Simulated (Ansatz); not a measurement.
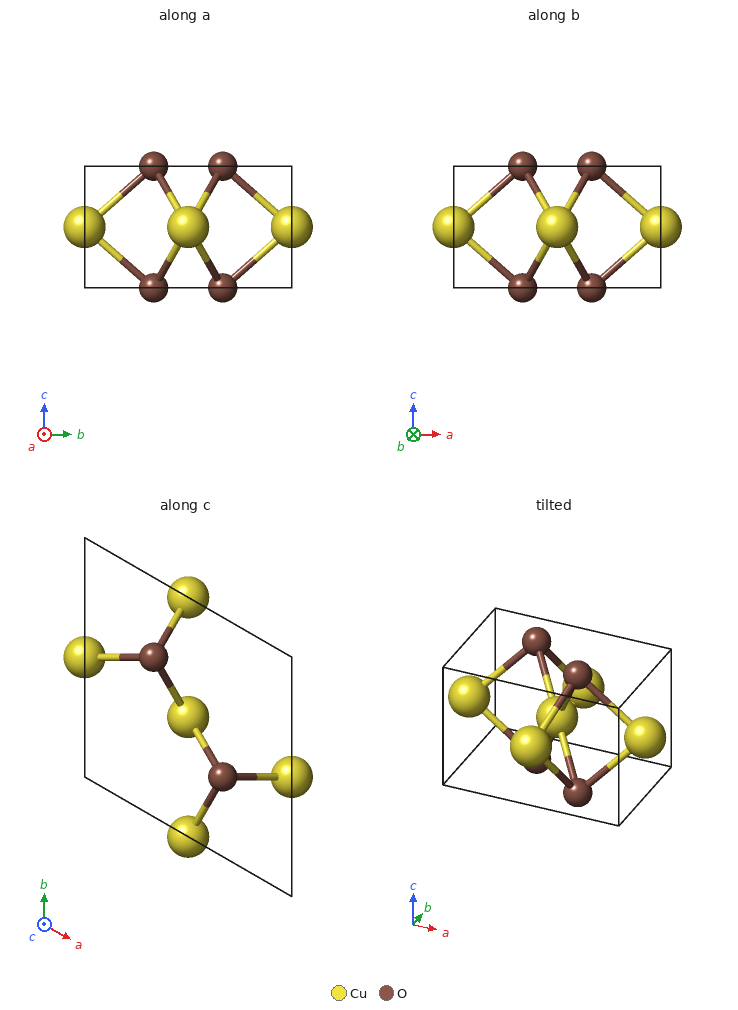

A ball-and-stick rendering, viewed along the a axis, along the b axis, along the c axis and slightly off an axis. The frame is the conventional unit cell; atoms at its boundary are shown with their periodic copies.

Lattice parameters: a = 5.437 Å, b = 5.437 Å, c = 2.764 Å, α = 90.00°, β = 90.00°, γ = 120.00°.

Write down what is shown as a table of Wyckoff sites.

Answer. Space group P6/mmm (No. 191).
```json
{"atom": "Cu", "site": "3g", "x": "0.5000", "y": "0.0000", "z": "0.5000"}
{"atom": "O", "site": "2c", "x": "0.3333", "y": "0.6667", "z": "0.0000"}
```

It derives from a random cell made by a generator, so it need not be a real form of the compound. What is shown is the relaxed result from Ansatz 0.2.0, DFT PBE, scalar-relativistic, plane waves, PAW.
